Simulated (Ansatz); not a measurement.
```yaml
crystal:
  lattice:
    - [2.85275, 2.85275, 0.00000]
    - [-2.85275, 2.85275, 0.00000]
    - [0.00000, 0.00000, 6.84660]
  atoms:
    - { symbol: Cu, position: [0.00000, 0.50000, 0.25000] }
    - { symbol: Cu, position: [0.50000, 0.00000, 0.75000] }
    - { symbol: I, position: [0.00000, 0.00000, 0.00000] }
    - { symbol: I, position: [0.50000, 0.50000, 0.50000] }
```

Space group I-4m2; computed without spin polarisation.

The calculation used DFT PBE, scalar-relativistic, plane waves, PAW in Ansatz.

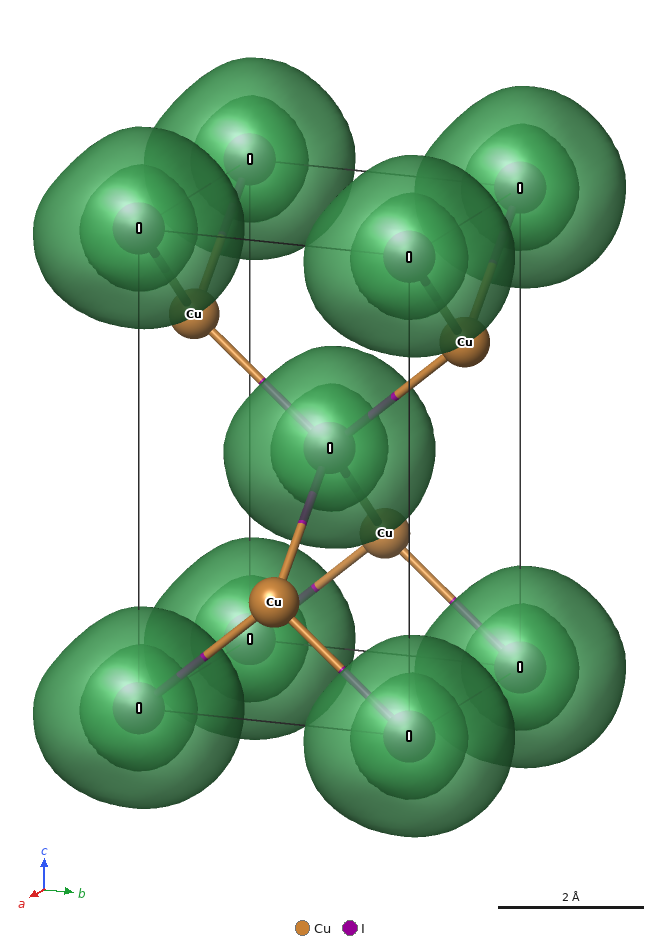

CuI. Isosurface of the ELF at 0.6 (green), seen slightly off an axis. Core shells and regions of very low density are left out. Sticks mark near contacts.

Core electrons are frozen (PAW), and the valence fields are smoothed inside the atomic spheres.

### What do the ELF domains correspond to?

The surface consists of two regions wrapped around I (the valence shell of each), counted in one cell of 4 atoms. Regions shared between cells count once. Profiles from the grid: Cu–I (2.65 Å): the ELF is about 0.55 at the midpoint.

### Metal or insulator at this level of theory?

It is gapped, with a Kohn–Sham gap of 0.94 eV on the k-point mesh, an upper bound to the gap of this method.
